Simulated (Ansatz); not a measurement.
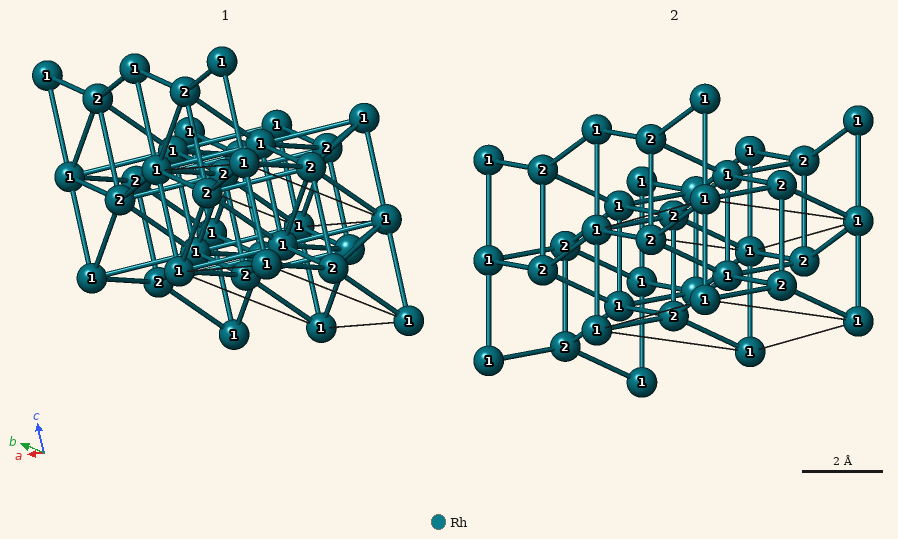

Two geometries of crystalline Rh (a generated structure, set up in I4_1/amd), drawn at one scale. One is the start of a relaxation, the other its converged end. Style: ball-and-stick. Shown: the conventional cell (2 times the calculation's cell), repeated 2 × 1 × 2 with one cell outlined, from a free direction. Lengths and directions refer to the drawn axes.

All numbers below come from DFT, PBE, plane waves (420 eV) with PAW, scalar-relativistic in Ansatz. (plane-wave cutoff 420 eV; k-point mesh 14 × 14 × 9; occupations fermi dirac; smearing width 0.1 eV; no spin polarisation; cell and atoms relaxed; force threshold 0.01 eV/Å; at most 60 steps)

Question: Which geometry has the lower energy?

Answer: Structure 1 is the relaxed one. Phase: beta-Sn type. Over 23 accepted moves (27 points after the start) the energy falls by 408 meV per atom. The largest force component goes from 0.00043 to under 0.0001 eV/Å. The pressure goes from 19.18 to 0.00 GPa. The line search rejected the trial step at point 16 of the run. At 3 points the geometry stayed and the basis and grid were re-selected for the new cell (energy shift of 38.8 meV per atom at most each time). The largest moves relative to the cell, 0.083 Å, are those of Rh1 and Rh2. Rh1 goes along [−1 1 0]. Cell: a = b 4.729 → 5.073 Å (+7.3 %), c 2.582 → 2.687 Å (+4.0 %), α 90.0° → 74.6°, β 90.0° → 74.6°, γ 90.0° → 106.7°. Volume +2.7 %. Among the contacts that change: Rh1–Rh1 3.585 → 2.712 Å, Rh1–Rh2 3.057 → 2.672 Å, Rh1–Rh2 (another image) 2.451 → 2.672 Å, Rh1–Rh2 (another image) 2.451 → 2.585 Å. New bonds form: Rh1–Rh1 (3.58 → 2.71 Å), Rh2–Rh2 (3.58 → 2.71 Å). Bond angles that change, for instance: Rh2–Rh1–Rh2 94.0° → 63.3°, Rh1–Rh1–Rh2 74.7° → 90.0°, Rh1–Rh1–Rh2 105.3° → 90.0°. The space group (tolerance 0.01 Å) goes from I4_1/amd (No. 141) to Cmcm (No. 63). The run took 9.1 min on 1 thread of Intel(R) Xeon(R) Platinum 8259CL CPU @ 2.50GHz (Skylake/Cascade Lake) (shared host), peak memory 0.7 GiB.
